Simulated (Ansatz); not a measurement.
Take the following structure.

```yaml
crystal:
  lattice:
    - [4.70294, 0.00000, 0.00000]
    - [0.00000, 4.70294, 0.00000]
    - [0.00000, 0.00000, 3.13289]
  atoms:
    - { symbol: Zn, position: [0.50000, 0.50000, 0.50000] }
    - { symbol: Zn, position: [0.00000, 0.00000, 0.00000] }
    - { symbol: F, position: [0.69686, 0.69686, 0.00000] }
    - { symbol: F, position: [0.80314, 0.19686, 0.50000] }
    - { symbol: F, position: [0.30314, 0.30314, 0.00000] }
    - { symbol: F, position: [0.19686, 0.80314, 0.50000] }
```

Say what kind of structure these coordinates give.

The structure is one of ZnF₂. Space group P4_2/mnm (No. 136), lattice primitive tetragonal. Type of structure: rutile. With Z = 2, the cell contains 2 Zn, 4 F. Zn is coordinated by six F in a distorted octahedral arrangement at 2.02 to 2.04 Å. Each F has three Zn at 2.02 to 2.04 Å. The bonds build a three-dimensional framework.

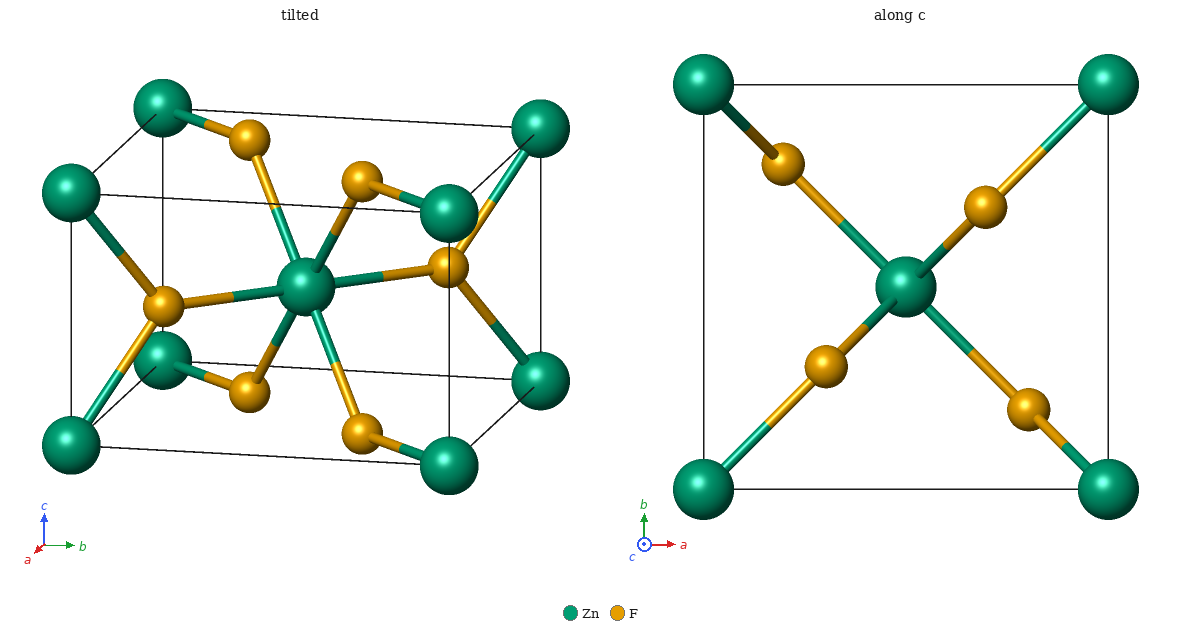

An orthographic ball-and-stick view of the structure, slightly off an axis and along the c axis. Thin lines show the conventional unit cell, with boundary atoms drawn in all their periodic places.

The initial geometry was a structure listed in the Materials Project. Earlier steps of the study may have refined or changed the cell and positions. It went into a calculation with Ansatz.

At this level of theory the cell isn't at rest (compressed, at 6 GPa), so its distances can differ from those at equilibrium, the more so the softer the solid.
